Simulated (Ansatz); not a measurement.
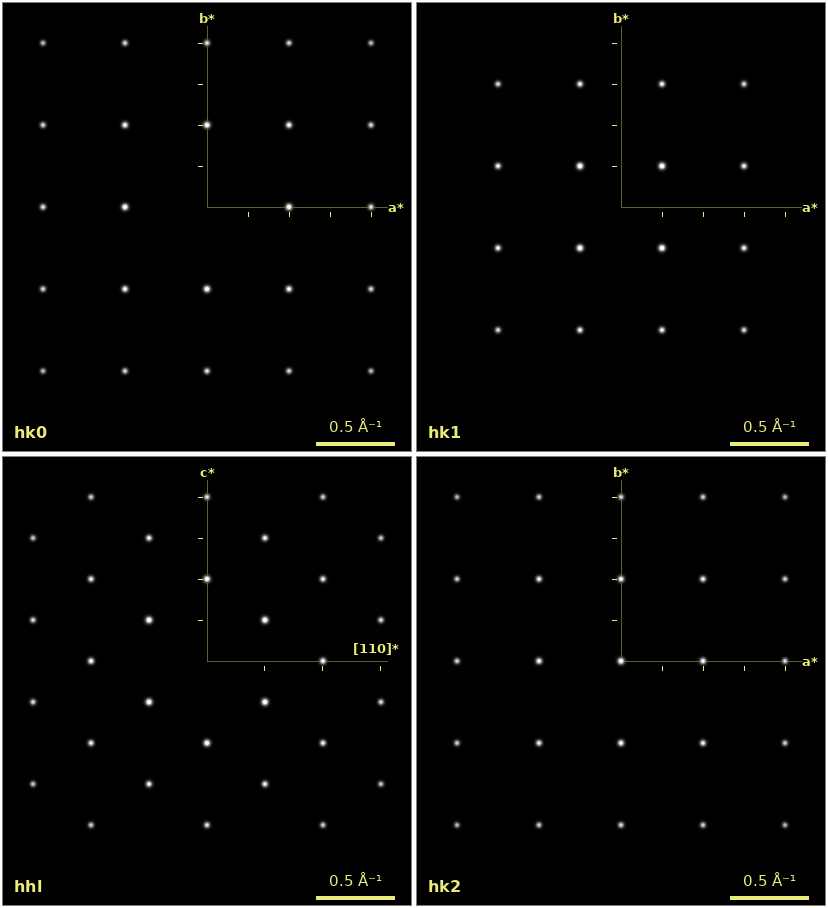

Simulated precession-type sections (X-rays; kinematic intensities, B = 0.5 Å²). The ticks mark integer indices of the conventional cell.

### What cell do the layers give?

a* = 0.265, b* = 0.265, c* = 0.265 Å⁻¹; the cell is cubic with a = 3.78 Å.

### Which reflection conditions do the layers show?

Reflections are present only under these conditions. hkl: h + k = 2n, h + l = 2n; hk0: h = 2n, k = 2n; hhl: h + l = 2n; h00: h = 2n. The lattice is face-centred (F).

### Which space groups fit?

The intensities have Laue symmetry m-3m (the hk0 layer shows 4mm, hk1 shows 4mm). With these conditions the candidates are F432 (No. 209), F-43m (No. 216), Fm-3m (No. 225). Diffraction geometry alone does not choose among them; the structure has Fm-3m. The compound is Ru. Structure: the input geometry of an electronic-structure calculation (not necessarily at equilibrium); the starting structure was generated, so it need not be a known form of this composition.
